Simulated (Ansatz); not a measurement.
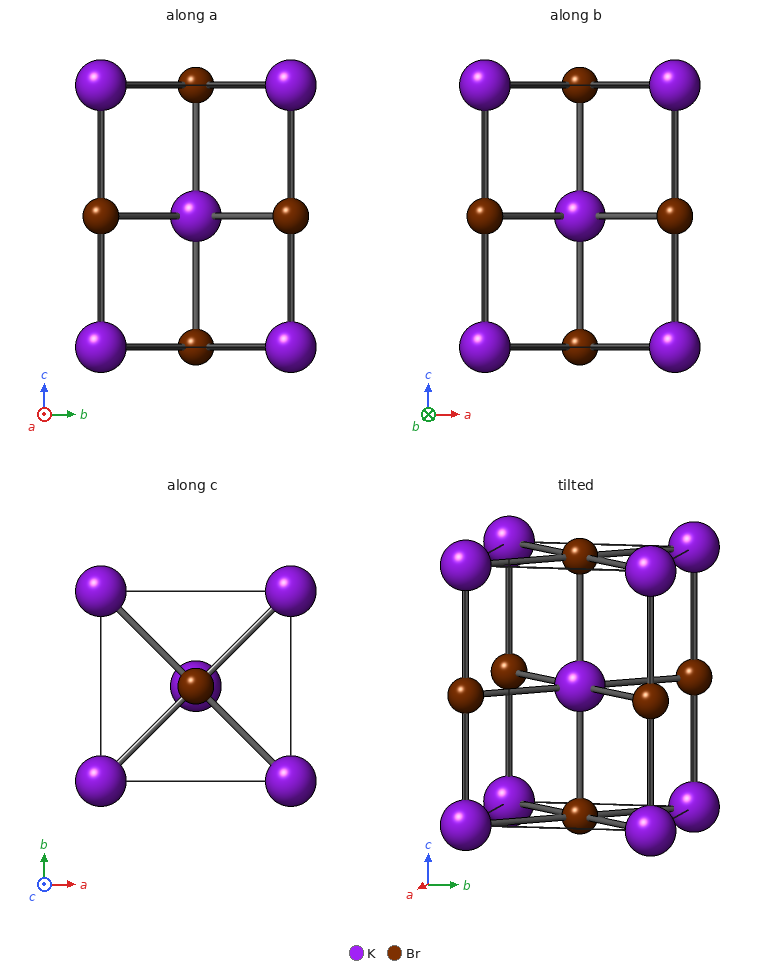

Shown here is a ball-and-stick view of the crystal, taken along the a axis, along the b axis, along the c axis and slightly off an axis. The edges of the conventional unit cell are marked.

Lattice parameters: a = 4.6701 Å, b = 4.6701 Å, c = 6.4420 Å, α = 90.000°, β = 90.000°, γ = 90.000°.

Reconstruct the structure as a CIF in P1 with every atom of the cell.

Answer.
```cif
data_structure
_symmetry_space_group_name_H-M 'P 1'
_symmetry_Int_Tables_number 1
_cell_length_a 4.6701
_cell_length_b 4.6701
_cell_length_c 6.4420
_cell_angle_alpha 90.000
_cell_angle_beta 90.000
_cell_angle_gamma 90.000
_cell_volume 140.50
loop_
_atom_site_label
_atom_site_type_symbol
_atom_site_fract_x
_atom_site_fract_y
_atom_site_fract_z
_atom_site_occupancy
K1 K 0.0000 0.0000 0.0000 1
Br1 Br 0.0000 0.0000 0.5000 1
K2 K 0.5000 0.5000 0.5000 1
Br2 Br 0.5000 0.5000 0.0000 1
```

The cell started as a structure type filled with these elements by a generator (whether the compound takes this form wasn't checked). The cell was then strained or its atoms displaced on purpose. Ansatz was used for an electronic-structure calculation on it.
